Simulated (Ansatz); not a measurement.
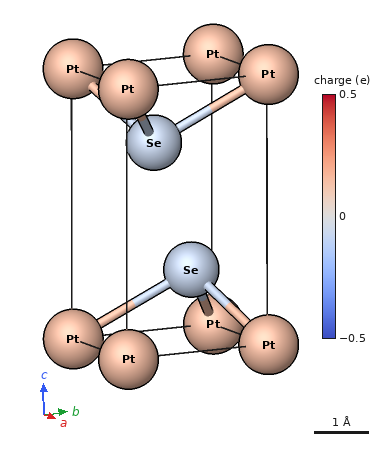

We look at a ball-and-stick model of the crystal slightly off an axis. Atoms at the boundary of the cell (the run's own, in a reduced setting) (the box) are drawn once for each face, edge or corner they touch. The atoms of this PtSe2 cell are coloured by their Bader charge.

The calculation used DFT, PAW plane waves, r2SCAN in Ansatz, with an energy cutoff of 500 eV, k-points about 0.33 Å⁻¹ apart, Fermi-Dirac smearing of 0.1 eV, no spin polarisation.

What do the colours say about charge transfer?

Answer. Most positive: Pt; most negative: Se. Charges: about Pt +0.1 e; Se -0.1 e. Little charge moves, as in a metallic or covalent solid.

What is drawn is a known structure type with the cell strained and the atoms shaken on purpose; it hasn't been relaxed. It was the input of a calculation with Ansatz.

At this level of theory the cell isn't at rest (compressed, at 6 GPa and forces up to 0.9 eV/Å), so its distances can differ from those at equilibrium, the more so the softer the solid.
